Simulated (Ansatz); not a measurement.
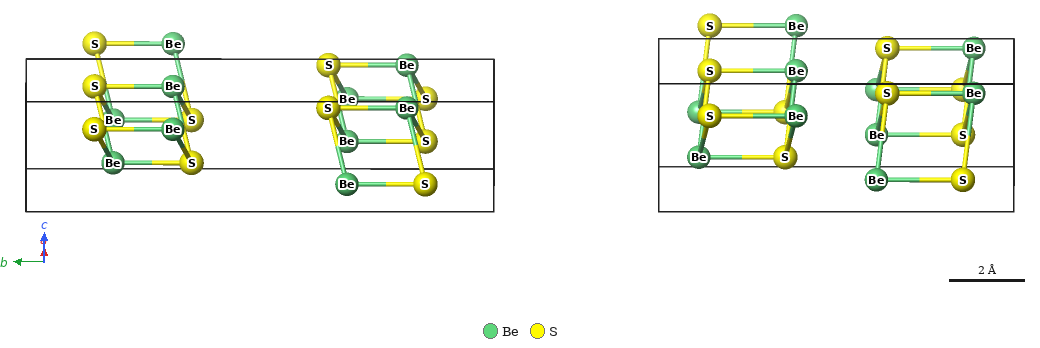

Two geometries of crystalline BeS (built on the TlCl-63 type type), drawn at one scale. One is the start of a relaxation, the other its converged end. Style: ball-and-stick. Shown: the conventional cell (2 times the calculation's cell), repeated 2 × 1 × 1 with one cell outlined, from a free direction. Lengths and directions refer to the drawn axes.

The calculation used Ansatz, DFT, PBEsol, plane waves, PAW. Settings: plane-wave cutoff 420 eV; k-point mesh 6 × 6 × 6; occupations fermi dirac; smearing width 0.03 eV; no spin polarisation; cell and atoms relaxed; force threshold 0.01 eV/Å; at most 120 steps.

> Which one is relaxed?

The left one is the relaxed one. After 13 accepted moves (15 points after the start) the energy has fallen by 462 meV per atom. The largest force component goes from 1.3 to 0.00055 eV/Å. The pressure goes from −12.57 to 0.00 GPa. At 2 points the geometry stayed and the basis and grid were re-selected for the new cell (energy shift of 3.5 meV per atom at most each time). The largest moves relative to the cell, 0.91 Å, are those of Be atoms. By element the largest moves are Be 0.91 Å, S 0.04 Å. The drawn cell changes as follows: a 3.319 → 3.150 Å (−5.1 %), b 9.497 → 12.505 Å (+31.7 %), c 3.665 → 3.151 Å (−14.0 %); the volume changes by +7.4 %. Some distances before and after: Be–S 2.311 → 2.096 Å, Be–S 2.489 → 2.282 Å. Among the angles between lasting bonds that change: Be–S–Be 96.6° → 77.5°, S–Be–S 83.4° → 102.5°, Be–S–Be 166.7° → 154.9°. The space group stays Cmcm (No. 63). Cost: 11 s on 2 threads of AMD EPYC 7R13 Processor (Zen 3) (shared host), peak memory 0.59 GiB.
